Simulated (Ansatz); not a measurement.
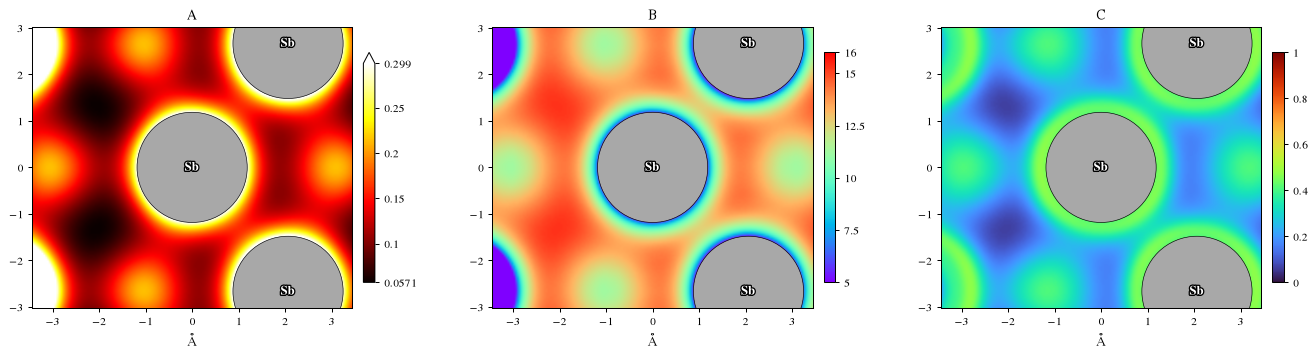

Sb: 3 fields on the (100) plane of the conventional cell, with unlabelled colour scales. Grey discs cover the atomic cores.

Space group Cmcm; changed on purpose from its base cell (strain -0.0600 x Voigt [1, -1, 0, 0, 0, 0], atoms carried along).

These are results of Ansatz, DFT PBEsol, scalar-relativistic, plane waves, PAW, not measurements.

Q: Match the panels to the quantities (electron localisation function, electrostatic potential energy of an electron and valence pseudo-density).

A: Panel A: valence pseudo-density. Panel B: electrostatic potential energy of an electron (low next to the atoms, rising into the space between them). Panel C: electron localisation function. From the grid: Sb–Sb (3.37 Å): the density is about 0.16 e/Å³ at the midpoint; the ELF is about 0.35 at the midpoint.
